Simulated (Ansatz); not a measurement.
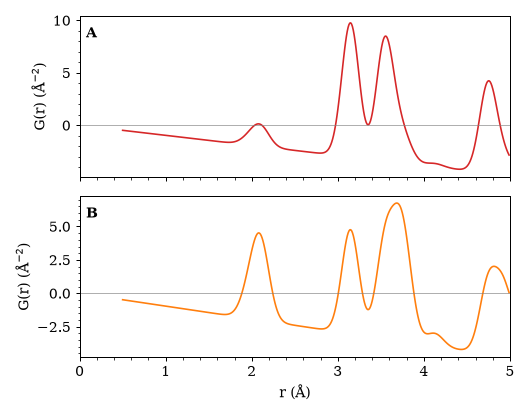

Two calculated pair distribution functions of the same structure of TaN, one with X-ray weights (atomic numbers) and one with neutron weights (tabulated coherent scattering lengths, natural isotope mix where the element has one), both with peak width σ = 0.10 Å. Basis of the simulation: the geometry relaxed with DFT PBE, scalar-relativistic, plane waves, PAW in Ansatz; the starting structure was generated, so it need not be a known form of this composition.

```cif
data_structure
_symmetry_space_group_name_H-M 'P 1'
_symmetry_Int_Tables_number 1
_cell_length_a 3.1522
_cell_length_b 3.1522
_cell_length_c 6.1043
_cell_angle_alpha 90.000
_cell_angle_beta 90.000
_cell_angle_gamma 120.000
_cell_volume 52.53
loop_
_atom_site_label
_atom_site_type_symbol
_atom_site_fract_x
_atom_site_fract_y
_atom_site_fract_z
_atom_site_occupancy
Ta1 Ta 0.33333 0.66667 0.02553 1
N1 N 0.33333 0.66667 0.34947 1
Ta2 Ta 0.66667 0.33333 0.52553 1
N2 N 0.66667 0.33333 0.84947 1
```

**Tell the X-ray curve from the neutron curve.**

Curve B is the neutron PDF and A the X-ray PDF. The weight that changes most is that of Ta–Ta (first at 3.15 Å): 0.83 for X-rays, 0.18 for neutrons.

**Give the weight with which each partial g(r) enters the total (Faber–Ziman weights, summing to 1).**

```csv
pair,X-ray,neutron
Ta–Ta,0.83,0.18
Ta–N,0.16,0.49
N–N,0.01,0.33
```

Scattering lengths used: Ta 6.91 fm, N 9.36 fm.
